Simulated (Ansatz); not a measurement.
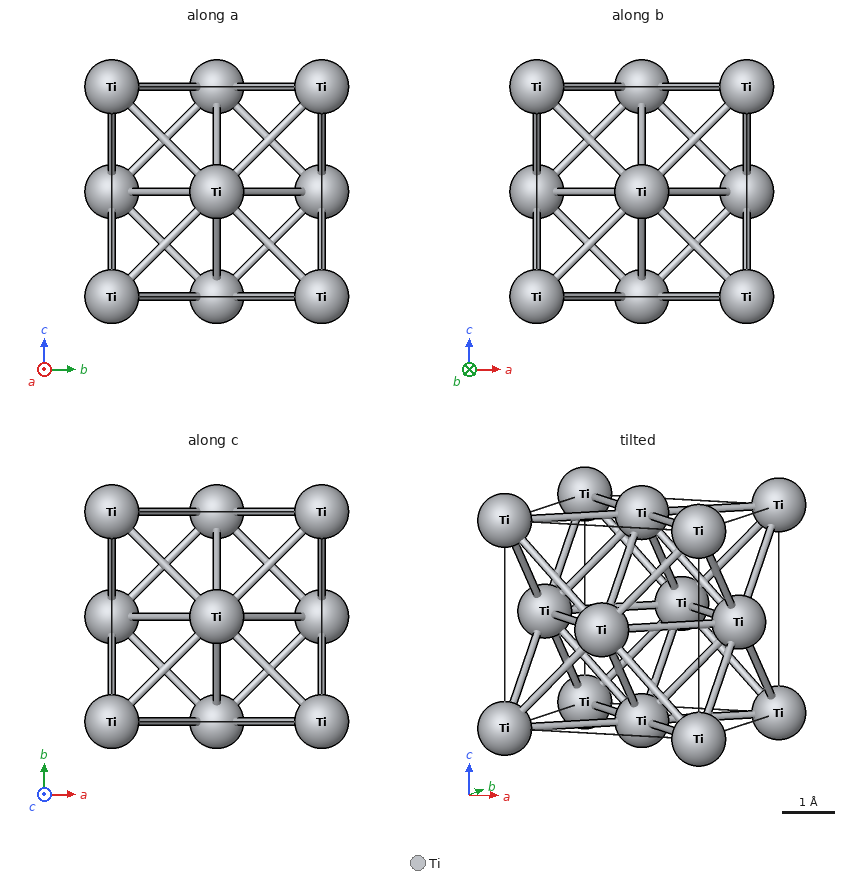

Shown here is a ball-and-stick view of the crystal, taken along the a axis, along the b axis, along the c axis and slightly off an axis. Atoms at the boundary of the conventional unit cell (the box) are drawn once for each face, edge or corner they touch.

Lattice parameters: a = 4.1100 Å, b = 4.1100 Å, c = 4.1100 Å, α = 90.000°, β = 90.000°, γ = 90.000°.

Question: Give the atomic positions as a CIF with its space group and independent sites.

Answer:
```cif
data_structure
_symmetry_space_group_name_H-M 'F m -3 m'
_symmetry_Int_Tables_number 225
_cell_length_a 4.1100
_cell_length_b 4.1100
_cell_length_c 4.1100
_cell_angle_alpha 90.000
_cell_angle_beta 90.000
_cell_angle_gamma 90.000
_cell_volume 69.43
loop_
_atom_site_label
_atom_site_type_symbol
_atom_site_symmetry_multiplicity
_atom_site_Wyckoff_symbol
_atom_site_fract_x
_atom_site_fract_y
_atom_site_fract_z
_atom_site_occupancy
Ti1 Ti 4 a 0.0000 0.0000 0.0000 1
```

The model was built from a structure type filled with this element by a generator (whether the element takes this form wasn't checked). Earlier steps of the study may have refined or changed the cell and positions. Ansatz was used for an electronic-structure calculation on it.
